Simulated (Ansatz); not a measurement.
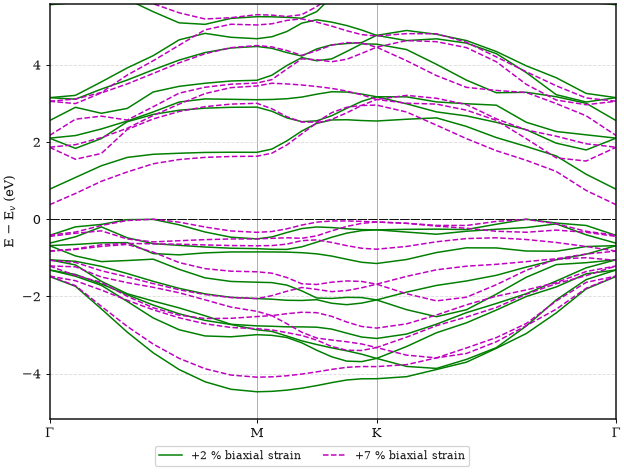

Band structures of Bi₂Se₃ (slab), 5 atoms in the cell, in two conditions, on a common k axis. Each is counted from its own valence-band top. Method: DFT PBE+D3(BJ), scalar-relativistic, plane waves, PAW, no spin polarisation (Ansatz).

Question: What does the change do to the gap?

Answer: With +2 % biaxial strain the gap along the path is 0.78 eV, indirect; with +7 % biaxial strain the gap along the path is 0.38 eV, indirect. The change is −0.40 eV from the first to the second. Off the path, the k mesh narrows the gap with +2 % biaxial strain to 0.76 eV.

Spin-orbit coupling is left out, which matters for Bi.
